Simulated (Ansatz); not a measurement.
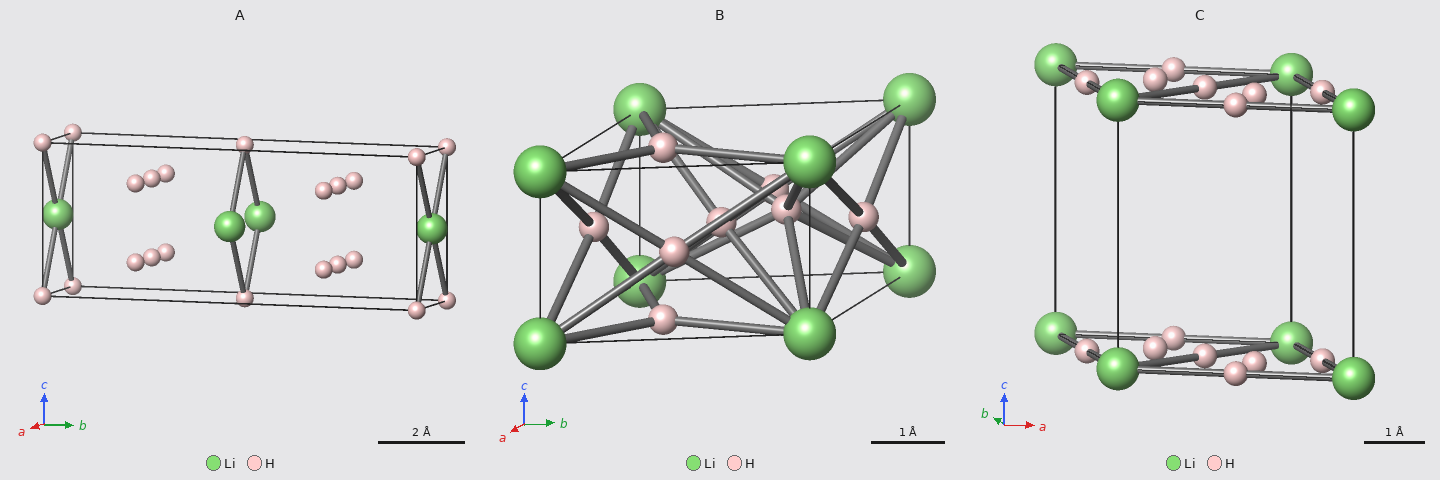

Three structures of LiH5, each relaxed to rest (conventional cells in solid outline, small ones repeated, each panel with its own scale). Method: DFT PBE, scalar-relativistic, plane waves, PAW in Ansatz, without spin polarisation.

**Name the structure in each panel.**

A: 12 atoms a cell on a base-centred orthorhombic lattice, Cmmm; B: 6 atoms a cell on a primitive hexagonal lattice, P-6m2; C: 6 atoms a cell on a primitive hexagonal lattice, P6/mmm.

**Which of these is lowest in energy, and how far above it do the others lie?**

C, then A (+19 meV/atom) and B (+189 meV/atom), energies at zero smearing.

**Collect the results in a table.**

| panel | structure | E − E(lowest) (meV/atom) | volume (Å³/atom) | gap (eV) |
| --- | --- | --- | --- | --- |
| C | P6/mmm | 0 | 11.3 | metal |
| A | Cmmm | 19 | 6.0 | metal |
| B | P-6m2 | 189 | 5.0 | metal |

Some of these may be structure types tried for this composition rather than known phases, and the most stable form need not be among them. Gaps are taken on the k-mesh or band path of each run.
